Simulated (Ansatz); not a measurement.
# Geometry relaxation of ZrO2 (part 2 of 2)

The same run, continued: ZrO2 (P4₂/nmc, 6 atoms in the cell); DFT r2SCAN, scalar-relativistic, plane waves, PAW, no spin polarisation (Ansatz 0.2.0); cutoff 500 eV, 6×6×6 k-mesh, Gaussian smearing of 0.02 eV. The structure derives from a Materials Project entry. It belongs to a series of runs on one base structure; here: relaxed at 12 GPa.

Geometry of the input (Å; fractional positions):
```
3.5376  0.0000  0.0000
0.0000  3.5376  0.0000
0.0000  0.0000  5.1099
Zr 0.0000  0.0000  0.0000
Zr 0.5000  0.5000  0.5000
O  0.0000  0.5000  0.2985
O  0.0000  0.5000  0.7985
O  0.5000  0.0000  0.7015
O  0.5000  0.0000  0.2015
```

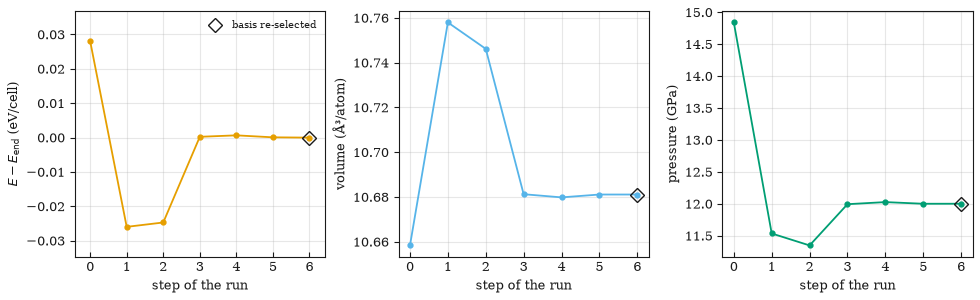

Progress of the relaxation, step by step (the first geometry is step 0 here and step 1 in the log).

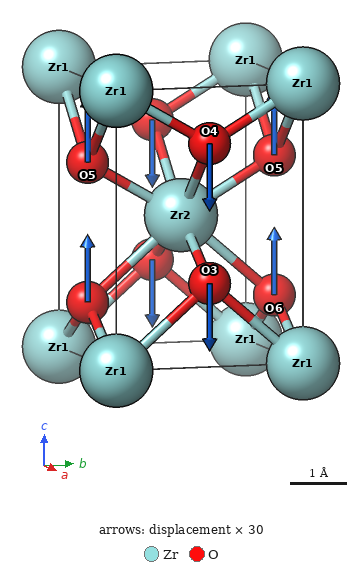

The starting structure with the displacements (without the part carried along by the change of the cell) as blue arrows, magnified 30 times (ball-and-stick view of the cell of the calculation, seen slightly off an axis). The largest moves relative to the cell, 0.042 Å, are those of O3, O4, O5 and O6. Zr stays in place. Cell: a = b 3.538 → 3.549 Å (+0.3 %), c 5.110 → 5.089 Å (−0.4 %). Volume +0.2 %. Distances before and after: Zr1–O3 2.336 → 2.309 Å, Zr1–O4 2.047 → 2.071 Å. The space group stays P4_2/nmc (No. 137). After 5 geometry steps the energy has fallen by 28.0 meV per cell of the calculation. Largest force component: 0.2 eV/Å at the start, under 0.0001 eV/Å at the end. The pressure goes from 14.84 to 12.00 GPa. A last SCF at the same geometry on a re-selected plane-wave basis shifts the energy by −0.1 meV per cell of the calculation. (Atoms are counted from 1 in the order of the input.)

```
basis re-selected at this cell: Δ(F+E_penalty+E_count) = -8.708e-5 eV, ΔP = +0.000 GPa vs the last step (what re-selecting the basis moved, of the pressure what is left beyond the Pulay correction that the steps carried, after the strain that the cell walked since its last selection, with what the two solves' SCF thresholds leave and, on support functions, any second-order correction that the steps lacked; it is no measure of the basis error at this ecutwfc). This SCF's stress stands 2.35e-3 GPa from its target on what of the cell is left free (relax.cell.stress_tol is 8.00e-2 GPa) and its largest allowed force component is 7.17e-5 eV/Å (relax.f_tol is 8.00e-3 eV/Å): within both
SCF converged after 4 iterations
Free energy (F): -10676.164937 eV
Harris-Foulkes:  -10676.164937 eV  (|F-HF|=7.64e-11)
Internal energy: -10676.164937 eV  (E = F + TS)
E sigma→0 (E₀):  -10676.164937 eV
Fermi energy:    14.061047 eV
--- Per-component energies (eV) ---
  E_band       = -141.111663
  E_kinetic    = 1386.958118
  E_local      = -2253.352226  (includes V_loc(G=0)·N_el)
  E_nonlocal   = 339.456110
  E_hartree    = 748.180789
  E_xc         = -613.323932
  E_vxc        = -855.593848  (∫ρ·V_xc dr)
  E_paw        = -6580.034583  (= ΣΔE_a)
  E_vpaw       = -306.655697  (= ΣTr[D̂ρ^β])
  E_aug_tail   = 0.004359  (compensation charges beyond the density's cutoff)
  E_vtau       = 51.709833  (kinetic-family band-sum trace: ∫τ·v_τ [+ j·A + Jᵃ·Aᵃ] dr)
  E_ewald      = -3703.596325
  E_core_change = -0.457247  (= ΣΔE_core)
  E_smearing   = -0.000000  (= −TS)
  E_closure    = -0.000000  (closes the sum)
  Σ components = -10676.164937   (vs F -10676.164937, Δ=0.00e0)
--- Forces (eV/Å), atoms counted from 1 ---
  atom   1  Zr     0.00000000     0.00000000     0.00000000
  atom   2  Zr     0.00000000     0.00000000    -0.00000000
  atom   3  O      0.00000000     0.00000000    -0.00007171
  atom   4  O      0.00000000     0.00000000    -0.00007171
  atom   5  O      0.00000000     0.00000000     0.00007171
  atom   6  O      0.00000000     0.00000000     0.00007171
  max |Σ_I F_I| component: 6.94e-18 eV/Å
--- Stress (GPa, compression-positive) ---
       12.001512       0.000000       0.000000
        0.000000      12.001512       0.000000
        0.000000       0.000000      12.002354
  P = ⅓ Tr σ = 12.0018 GPa (120.018 kbar)
--- Band table (eV; the first three rows and the last of 40) ---
  k-point 0: bands = ["-37.0180", "-36.9438", "-15.0701", "-14.3468", "-14.3468", "-14.1817", "-14.1549", "-14.1549", "-7.0726", "-5.7864", "-4.8411", "-4.6608", "6.3489", "6.7263", "6.8388", "6.8388", "9.0931", "9.0931", "10.4628", "10.4628", "11.3749", "11.5916", "11.5916", "11.5989", "16.3683", "16.8719", "17.2697", "17.7445", "19.1906", "19.6622"]
  k-point 1: bands = ["-37.0130", "-36.9488", "-15.0196", "-14.3342", "-14.3342", "-14.2529", "-14.1678", "-14.1678", "-6.9270", "-5.7202", "-5.0096", "-4.7405", "6.6060", "6.9261", "6.9261", "7.0059", "8.7567", "8.7567", "10.7444", "10.7444", "10.8319", "11.2032", "11.6169", "11.6169", "16.4458", "16.9863", "17.3578", "17.6330", "19.5827", "20.0273"]
  k-point 2: bands = ["-36.9995", "-36.9624", "-14.8764", "-14.4368", "-14.2996", "-14.2996", "-14.2033", "-14.2033", "-6.5318", "-5.5331", "-5.4376", "-4.9664", "7.1845", "7.1845", "7.3324", "7.7847", "8.1644", "8.1644", "9.6733", "10.1612", "11.1459", "11.1459", "11.6658", "11.6658", "16.6660", "17.2600", "17.3463", "17.5102", "20.4173", "20.8292"]
  k-point 39: bands = ["-36.9377", "-36.9377", "-14.8012", "-14.8012", "-14.8012", "-14.8012", "-14.3601", "-14.3601", "-5.1299", "-5.1299", "-5.1299", "-5.1299", "7.2632", "7.2632", "7.5445", "7.5445", "9.7928", "9.7928", "9.7928", "9.7928", "10.3998", "10.3998", "11.7537", "11.7537", "17.6220", "17.6220", "17.8640", "17.8640", "19.2319", "19.2319"]
--- Relaxed structure (6 steps of the walk, 6 accepted, 1 SCFs on fresh bases) ---
  F+E_penalty+E_count = -10676.16493723 eV   max|allowed force component| = 7.171e-5 eV/Å   (the final SCF, on the basis selected at the relaxed cell)
  cell:  # Å, volume = 64.0868 Å³
    - [3.5486721170790156, -2.1296925142734542e-35, 0.0]
    - [-2.1296925142734542e-35, 3.5486721170790156, 0.0]
    - [0.0, 0.0, 5.089048943115455]
  atoms:
    - { symbol: Zr, position: [2.5525471879860208e-36, 2.7911670495917435e-37, 2.82674715249916e-35] }
    - { symbol: Zr, position: [0.5, 0.5, 0.49999999999999994] }
    - { symbol: O, position: [-9.55102474782174e-37, 0.5, 0.29024267000687465] }
    - { symbol: O, position: [-6.394347727450134e-37, 0.5, 0.7902426700068746] }
    - { symbol: O, position: [0.5, 2.791167049591746e-37, 0.7097573299931252] }
    - { symbol: O, position: [0.5, 6.645635832361313e-38, 0.20975732999312527] }
```

**Trajectory as extended XYZ (Å, eV, eV/Å), 7 frames, from step=1 to step=7**
```
6
Lattice="3.5376 0.0000 0.0000 0.0000 3.5376 0.0000 0.0000 0.0000 5.1099" Properties=species:S:1:pos:R:3:forces:R:3 step=1 energy=-10676.13683 pressure_GPa=14.84
Zr    0.0000    0.0000    0.0000    0.0000   0.0000   0.0000
Zr    1.7688    1.7688    2.5550    0.0000   0.0000   0.0000
O     0.0000    1.7688    1.5252    0.0000   0.0000  -0.2000
O     0.0000    1.7688    4.0801    0.0000   0.0000  -0.2000
O     1.7688    0.0000    3.5848    0.0000   0.0000   0.2000
O     1.7688    0.0000    1.0298    0.0000   0.0000   0.2000
6
Lattice="3.5529 0.0000 0.0000 0.0000 3.5529 0.0000 0.0000 0.0000 5.1136" Properties=species:S:1:pos:R:3:forces:R:3 step=2 energy=-10676.19089 pressure_GPa=11.54
Zr    0.0000    0.0000    0.0000    0.0000   0.0000   0.0000
Zr    1.7764    1.7764    2.5568    0.0000   0.0000   0.0000
O     0.0000    1.7764    1.5183    0.0000   0.0000  -0.1155
O     0.0000    1.7764    4.0751    0.0000   0.0000  -0.1155
O     1.7764    0.0000    3.5953    0.0000   0.0000   0.1155
O     1.7764    0.0000    1.0385    0.0000   0.0000   0.1155
6
Lattice="3.5504 0.0000 0.0000 0.0000 3.5504 0.0000 0.0000 0.0000 5.1151" Properties=species:S:1:pos:R:3:forces:R:3 step=3 energy=-10676.18962 pressure_GPa=11.35
Zr    0.0000    0.0000    0.0000    0.0000   0.0000   0.0000
Zr    1.7752    1.7752    2.5576    0.0000   0.0000   0.0000
O     0.0000    1.7752    1.5082    0.0000   0.0000  -0.0635
O     0.0000    1.7752    4.0657    0.0000   0.0000  -0.0635
O     1.7752    0.0000    3.6070    0.0000   0.0000   0.0635
O     1.7752    0.0000    1.0494    0.0000   0.0000   0.0635
6
Lattice="3.5509 0.0000 0.0000 0.0000 3.5509 0.0000 0.0000 0.0000 5.0826" Properties=species:S:1:pos:R:3:forces:R:3 step=4 energy=-10676.16470 pressure_GPa=11.99
Zr    0.0000    0.0000    0.0000    0.0000   0.0000   0.0000
Zr    1.7755    1.7755    2.5413    0.0000   0.0000   0.0000
O     0.0000    1.7755    1.4757    0.0000   0.0000  -0.0079
O     0.0000    1.7755    4.0170    0.0000   0.0000  -0.0079
O     1.7755    0.0000    3.6069    0.0000   0.0000   0.0079
O     1.7755    0.0000    1.0656    0.0000   0.0000   0.0079
6
Lattice="3.5481 0.0000 0.0000 0.0000 3.5481 0.0000 0.0000 0.0000 5.0901" Properties=species:S:1:pos:R:3:forces:R:3 step=5 energy=-10676.16427 pressure_GPa=12.03
Zr    0.0000    0.0000    0.0000    0.0000   0.0000   0.0000
Zr    1.7740    1.7740    2.5451    0.0000   0.0000   0.0000
O     0.0000    1.7740    1.4771    0.0000   0.0000   0.0019
O     0.0000    1.7740    4.0221    0.0000   0.0000   0.0019
O     1.7740    0.0000    3.6131    0.0000   0.0000  -0.0019
O     1.7740    0.0000    1.0680    0.0000   0.0000  -0.0019
6
Lattice="3.5487 0.0000 0.0000 0.0000 3.5487 0.0000 0.0000 0.0000 5.0890" Properties=species:S:1:pos:R:3:forces:R:3 step=6 energy=-10676.16485 pressure_GPa=12.00
Zr    0.0000    0.0000    0.0000    0.0000   0.0000   0.0000
Zr    1.7743    1.7743    2.5445    0.0000   0.0000   0.0000
O     0.0000    1.7743    1.4771    0.0000   0.0000  -0.0001
O     0.0000    1.7743    4.0216    0.0000   0.0000  -0.0001
O     1.7743    0.0000    3.6120    0.0000   0.0000   0.0001
O     1.7743    0.0000    1.0675    0.0000   0.0000   0.0001
6
Lattice="3.5487 0.0000 0.0000 0.0000 3.5487 0.0000 0.0000 0.0000 5.0890" Properties=species:S:1:pos:R:3:forces:R:3 step=7 energy=-10676.16494 pressure_GPa=12.00
Zr    0.0000    0.0000    0.0000    0.0000   0.0000   0.0000
Zr    1.7743    1.7743    2.5445    0.0000   0.0000   0.0000
O     0.0000    1.7743    1.4771    0.0000   0.0000  -0.0001
O     0.0000    1.7743    4.0216    0.0000   0.0000  -0.0001
O     1.7743    0.0000    3.6120    0.0000   0.0000   0.0001
O     1.7743    0.0000    1.0675    0.0000   0.0000   0.0001
```

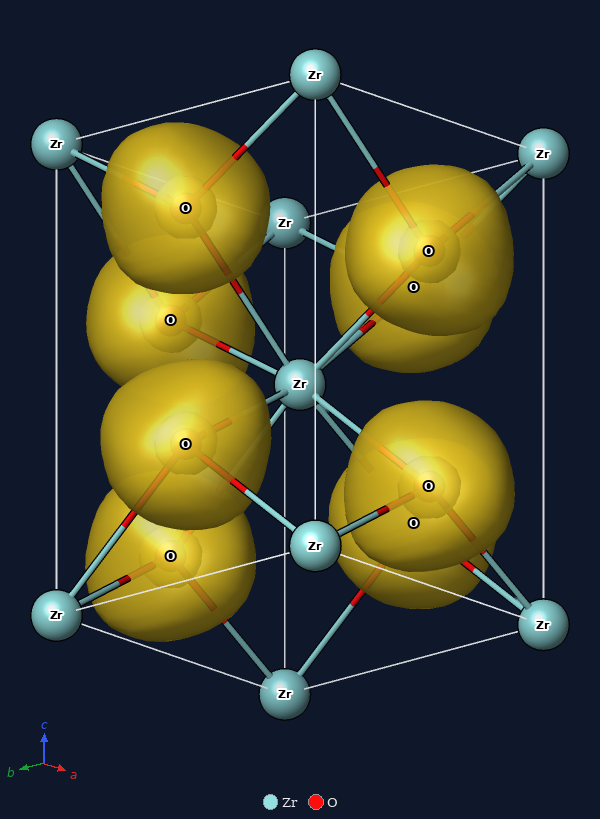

Isosurface of the ELF at 0.65 (yellow), seen at an oblique angle. Core shells and regions of very low density are left out. Sticks mark near contacts. The outline is the cell set on symmetry axes. Values along the shortest contacts: Zr–O (2.07 Å): the ELF peaks at about 0.85 in the valence shell of O, 0.6 Å from its nucleus, and drops to about 0.25 between the two atoms. Zr–O (2.31 Å): the ELF peaks at about 0.85 in the valence shell of O, 0.6 Å from its nucleus, and drops to about 0.10 between the two atoms. In a PAW calculation such maps are meaningful between the atoms, not at the nuclei.

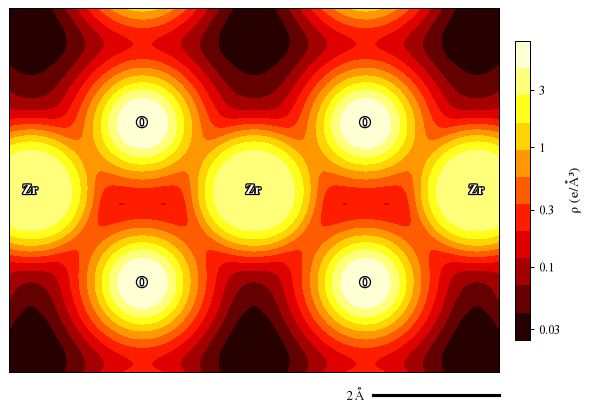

Valence electron density on the (100) plane of the conventional cell. The section cuts through Zr and O sites. Zr–O (2.07 Å): ρ at the midpoint is about 0.73 e/Å³. Zr–O (2.31 Å): ρ is about 0.39 e/Å³ halfway. Away from the nuclei the density in this plane falls to 0.02 e/Å³ at its lowest.
